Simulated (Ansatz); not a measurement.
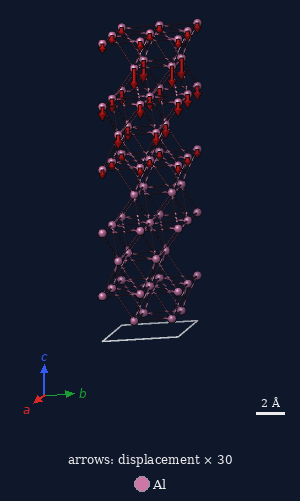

A constrained relaxation of a slab of composition Al (cut from the P6_3/mmc phase). The starting structure is drawn; red arrows show the displacements, magnified 30 times.

A ball-and-stick model of the 2 × 2 repeat of the cell, outlined in the plane, without the vacuum, seen slightly off an axis.

Case: clean slab, lower half held. The slab is the (0 0 1) face of Al. 5 atoms are held fixed.

Method: DFT PBEsol, scalar-relativistic, plane waves, PAW (Ansatz 0.2.0). Set-up: plane-wave cutoff 420 eV; k-point mesh 12 × 12 × 1; occupations gaussian; smearing width 0.1 eV; no spin polarisation; dipole correction; atoms relaxed in a fixed cell; force threshold 0.03 eV/Å; at most 70 steps.

Q: Describe the change and its energy.

A: Over 2 geometry steps the energy falls by 2.7 meV per cell of the calculation. The largest force component goes from 0.13 to 0.0031 eV/Å. The atom that moves furthest is an Al atom (0.056 Å along the normal (−c)). The cell doesn't change. Near-neighbour distances that change, for instance: Al–Al 2.848 → 2.873 Å, Al–Al 2.848 → 2.833 Å. The run took 96 s on 1 thread of Arm Neoverse N1 (shared host), peak memory 0.43 GiB.
